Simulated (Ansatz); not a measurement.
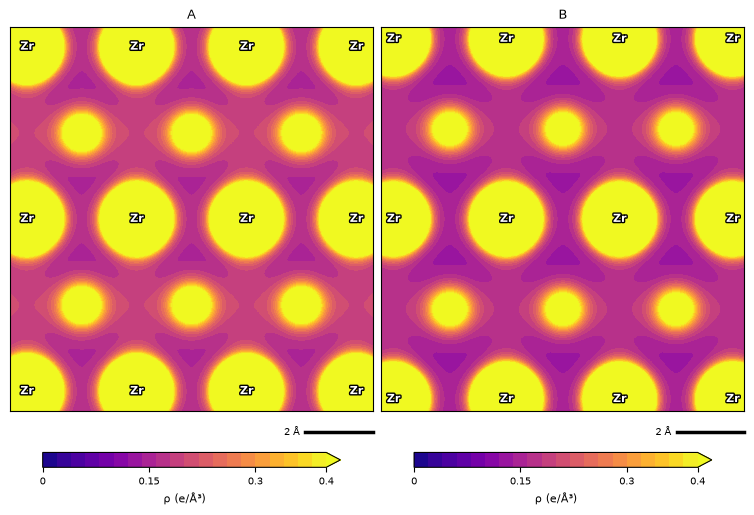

Zr. The valence charge density (pseudo) of two cells that differ in size and shape, on the (100) plane of each (indices in the axes of the calculation cell), at one length scale and on one colour scale: B has 25.4 Å³ an atom and A 22.9.

Space group P6₃/mmc.

Method: DFT PBEsol, scalar-relativistic, plane waves, PAW (Ansatz 0.2.0).

What does the compression do to the bonding and the properties?

Answer. From the larger cell to the smaller, Zr–Zr goes from 3.33 to 3.23 Å, and the density at its midpoint from 0.15 to 0.17 e/Å³; the pressure goes from −10 to −1.8 GPa.
